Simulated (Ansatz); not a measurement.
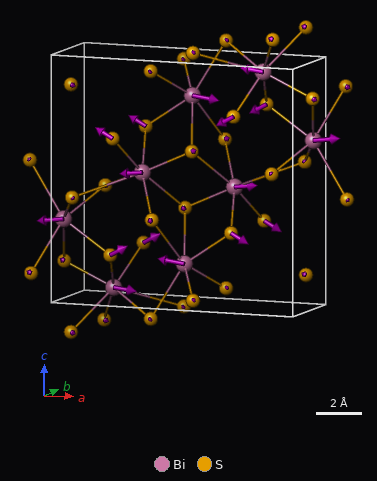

A relaxation of solid Bi2S3 (built on the database structure type). The starting structure is drawn; purple arrows show the displacements (the part carried along by the change of the cell is left out), 10 times their true length.

The picture is a ball-and-stick view of the cell of the calculation, seen slightly off an axis.

Level of theory: Ansatz 0.2.0, DFT, PBE-D3(BJ), plane waves, PAW.

Input
```yaml
crystal:
  lattice:
    - [11.5935907458, 0.0, 0.0]
    - [0.0, 3.99779374, 0.0]
    - [0.0, 0.0, 11.1606176657]
  atoms:
    - { symbol: Bi, position: [0.01755372, 0.25, 0.32634412] }
    - { symbol: Bi, position: [0.98244628, 0.75, 0.67365588] }
    - { symbol: Bi, position: [0.48244628, 0.75, 0.82634412] }
    - { symbol: Bi, position: [0.51755372, 0.25, 0.17365588] }
    - { symbol: Bi, position: [0.1564718, 0.75, 0.03264083] }
    - { symbol: Bi, position: [0.8435282, 0.25, 0.96735917] }
    - { symbol: Bi, position: [0.3435282, 0.25, 0.53264083] }
    - { symbol: Bi, position: [0.6564718, 0.75, 0.46735917] }
    - { symbol: S, position: [0.45179186, 0.75, 0.37124976] }
    - { symbol: S, position: [0.54820814, 0.25, 0.62875024] }
    - { symbol: S, position: [0.04820814, 0.25, 0.87124976] }
    - { symbol: S, position: [0.95179186, 0.75, 0.12875024] }
    - { symbol: S, position: [0.12159663, 0.75, 0.44355234] }
    - { symbol: S, position: [0.87840338, 0.25, 0.55644766] }
    - { symbol: S, position: [0.37840338, 0.25, 0.94355234] }
    - { symbol: S, position: [0.62159662, 0.75, 0.05644766] }
    - { symbol: S, position: [0.71064012, 0.25, 0.30865754] }
    - { symbol: S, position: [0.28935987, 0.75, 0.69134246] }
    - { symbol: S, position: [0.78935988, 0.75, 0.80865754] }
    - { symbol: S, position: [0.21064013, 0.25, 0.19134246] }
kpoints:
  mp_grid: { grid: [2, 6, 2] }
hamiltonian:
  xc: pbe
  dispersion: d3bj
scf:
  occupations: { method: fermi_dirac, width: 0.02 }
relax:
  f_tol: 0.005
  cell: {}
```

Q: What happened in the run?

A: The largest moves relative to the cell, 0.13 Å, are those of Bi1, Bi2, Bi3 and Bi4. Bi4 goes roughly along −a. By element the largest moves are Bi 0.13 Å, S 0.10 Å. The drawn cell changes as follows: a 11.594 → 11.147 Å (−3.9 %), b 3.998 → 3.978 Å (−0.5 %), c 11.161 → 10.961 Å (−1.8 %); the volume changes by −6.0 %. Near-neighbour distances that change, for instance: Bi1–S17 3.564 → 3.212 Å, Bi5–S15 3.407 → 3.229 Å, Bi1–S14 3.033 → 2.923 Å, Bi1–S12 3.072 → 2.988 Å. Bond angles that change, for instance: S14–Bi1–S20 156.1° → 150.2°, S13–Bi1–S20 84.2° → 80.3°, S12–Bi1–S14 118.4° → 121.5°. The space group stays Pnma (No. 62). After 6 accepted moves (8 points after the start) the energy has fallen by 11.3 meV per atom. The largest force component goes from 0.14 to 0.0034 eV/Å. The pressure goes from −1.04 to 0.00 GPa. The line search rejected the trial step at point 1 of the run. The SCF was repeated once at an unchanged geometry on a basis and grid sized afresh for the cell, which shifted the energy by 0.2 meV per atom at most. The run took 11 s on 1 × NVIDIA H100 80GB HBM3 with 4 threads of AMD EPYC 7R13 Processor (Zen 3), with other jobs on the host, peak memory 1.5 GiB.
